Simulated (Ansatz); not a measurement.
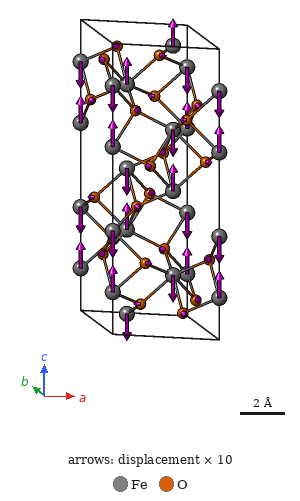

A relaxation of crystalline Fe₂O₃ (set up in R-3c) (coarse preliminary run). The starting structure is drawn; purple arrows show the displacements (the part carried along by the change of the cell is left out), magnified 10 times.

The picture is a ball-and-stick view of the conventional cell (3 times the calculation's cell), seen slightly off an axis. Lengths and directions refer to the drawn axes.

The calculation used DFT PBE, scalar-relativistic, plane waves, PAW (Ansatz).

Input file:
```yaml
crystal:
  lattice:
    - [2.519, 1.4543453281, 4.5906666667]
    - [-2.519, 1.4543453281, 4.5906666667]
    - [0.0, -2.9086906562, 4.5906666667]
  atoms:
    - { symbol: Fe, position: [0.3553, 0.3553, 0.3553], spin: 3.23 }
    - { symbol: Fe, position: [0.1447, 0.1447, 0.1447], spin: 3.23 }
    - { symbol: Fe, position: [0.6447, 0.6447, 0.6447], spin: 3.23 }
    - { symbol: Fe, position: [0.8553, 0.8553, 0.8553], spin: 3.23 }
    - { symbol: O, position: [0.5559, 0.9441, 0.25], spin: 0.18 }
    - { symbol: O, position: [0.25, 0.5559, 0.9441], spin: 0.18 }
    - { symbol: O, position: [0.9441, 0.25, 0.5559], spin: 0.18 }
    - { symbol: O, position: [0.4441, 0.0559, 0.75], spin: 0.18 }
    - { symbol: O, position: [0.75, 0.4441, 0.0559], spin: 0.18 }
    - { symbol: O, position: [0.0559, 0.75, 0.4441], spin: 0.18 }
basis:
  ecutwfc: 420
kpoints:
  mp_grid: { grid: [6, 6, 6] }
hamiltonian:
  xc: pbe
scf:
  occupations: { method: gaussian, width: 0.1 }
output:
  forces: true
  stress: true
  eigenvalues: true
  populations: true
magnetization:
  spin_polarized: true
relax:
  adjacent_minimum: "off"
  f_tol: 0.05
  max_steps: 80
  cell: { stress_tol: 0.5 }
```

Command:
```bash
ansatz run input.yaml --threads 2 --pin off --max-ram 5120MiB --backend cpu --events-out ev --progress --plain --runs-dir out
```

**Which element moves most?**

Iron: up to 0.13 Å, against 0.03 Å for oxygen.

**What did the optimiser do to the structure, and how much energy did it gain?**

The largest moves relative to the cell, 0.13 Å, are those of Fe1, Fe2, Fe3 and Fe4. Fe1 goes along −c. By element the largest moves are Fe 0.13 Å, O 0.03 Å. The drawn cell changes as follows: a = b 5.038 → 4.772 Å (−5.3 %), c 13.772 → 13.311 Å (−3.3 %); the volume changes by −13.3 %. Among the contacts that change: Fe1–Fe2 2.900 → 2.542 Å, Fe1–O5 2.116 → 1.962 Å, Fe1–O10 1.946 → 1.895 Å. Among the angles between lasting bonds that change: O5–Fe4–O10 162.2° → 169.4°, Fe3–O9–Fe4 86.5° → 80.8°, O5–Fe4–O6 102.5° → 97.2°. The space group stays R-3c (No. 167). The energy falls by 111 meV per atom in 8 accepted moves (10 points after the start). The largest force component goes from 0.88 to 0.0039 eV/Å. The pressure goes from −4.01 to −0.02 GPa. At 2 points the geometry stayed and the basis and grid were re-selected for the new cell (energy shift of 3.6 meV per atom at most each time).
